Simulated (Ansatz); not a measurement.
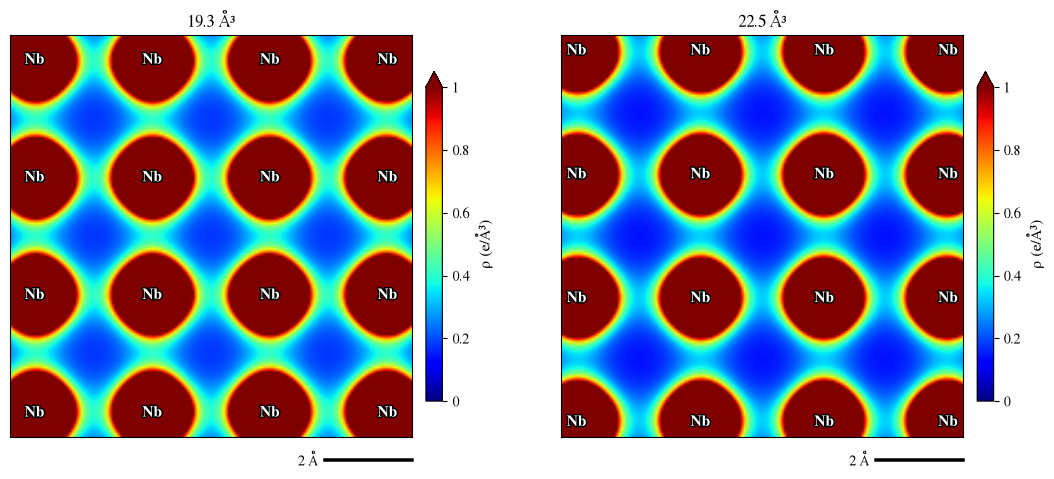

Nb. The valence electron density of cells scaled evenly to different volumes (given per atom above each panel), on the (100) plane of each (indices in the axes of the cell below), at one length scale and on one colour scale.

A generated structure, not necessarily the stable one; the program warned that a starting moment wasn't kept; spin-polarised, but the moments vanished.

The calculation used Ansatz 0.2.0, DFT, PBE, plane waves (420 eV) with PAW, scalar-relativistic.

Core electrons are frozen (PAW), and the valence fields are smoothed inside the atomic spheres.

The largest cell:

```
Nb
1.0
     2.82481    0.00000    0.00000
     0.00000    2.82481    0.00000
     0.00000    0.00000    2.82481
Nb
1
Direct
  0.00000 0.00000 0.00000
```

| volume (Å³/atom) | Nb–Nb contact in the plane (Å) | ρ at its midpoint (e/Å³) | pressure (GPa) | 
| --- | --- | --- | --- |
| 19.32 | 2.683 | 0.406 | 5.3 | 
| 20.13 | 2.720 | ? | ? | 
| 22.54 | 2.825 | 0.330 | −12.3 | 

Estimate the missing row, and compare with the calculation.

Answer. Over the known rows ln ρ falls by 1.46 per Å of Nb–Nb distance (the line through the two), which gives 0.385 e/Å³ at 2.720 Å; the calculation gives 0.384 e/Å³. For the pressure, a straight line in volume between the neighbouring rows gives 0.9 GPa; the calculation gives −0.5, lower because pressure rises ever faster on compression.
